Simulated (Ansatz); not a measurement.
Structure (in its standard cell), the input geometry of an electronic-structure calculation (not necessarily at equilibrium); the starting structure was generated, so it need not be a known form of this composition:

```yaml
crystal:
  lattice:
    - [5.01821, 0.00000, 0.00000]
    - [0.00000, 5.01821, 0.00000]
    - [0.00000, 0.00000, 5.01821]
  atoms:
    - { symbol: Ni, position: [0.75000, 0.75000, 0.75000] }
    - { symbol: Ni, position: [0.00000, 0.50000, 0.00000] }
    - { symbol: Ni, position: [0.75000, 0.25000, 0.25000] }
    - { symbol: Ni, position: [0.00000, 0.00000, 0.50000] }
    - { symbol: Ni, position: [0.25000, 0.75000, 0.25000] }
    - { symbol: Ni, position: [0.50000, 0.50000, 0.50000] }
    - { symbol: Ni, position: [0.25000, 0.25000, 0.75000] }
    - { symbol: Ni, position: [0.50000, 0.00000, 0.00000] }
```

> Predict the [001] zone-axis pattern (100 kV, kinematic, B = 0.8 Å²).

The spots form a square net with both shortest vectors at d = 1.77 Å, 90.0° apart. They are 2 -2 0 and 2 2 0. The pattern has symmetry 4mm. The lattice centring (F) removes all reflections that break h + k = 2n, h + l = 2n; a glide plane extinguishes reflections such as 2 -4 0, 2 4 0, 4 -2 0; a screw axis and a glide plane both extinguish reflections such as 0 2 0, 2 0 0, 0 6 0.

Strongest reflections with d > 0.80 Å, one of each family (|F|² from tabulated Gaussian fits of the electron scattering factors, times a small damping for the curvature of the Ewald sphere):

| hkl | d (Å) | I (strongest = 100) |
| --- | --- | --- |
| 2 2 0 | 1.774 | 100 |
| 4 0 0 | 1.255 | 44 |
| 4 4 0 | 0.887 | 15 |

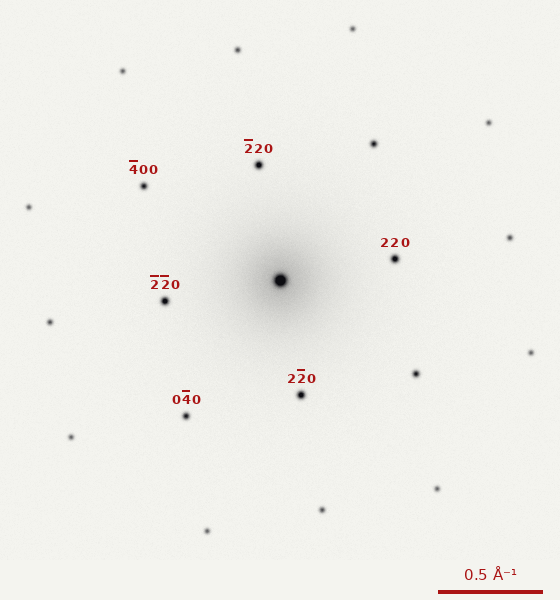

Calculated pattern, seen from the source side with [001] pointing towards the source.
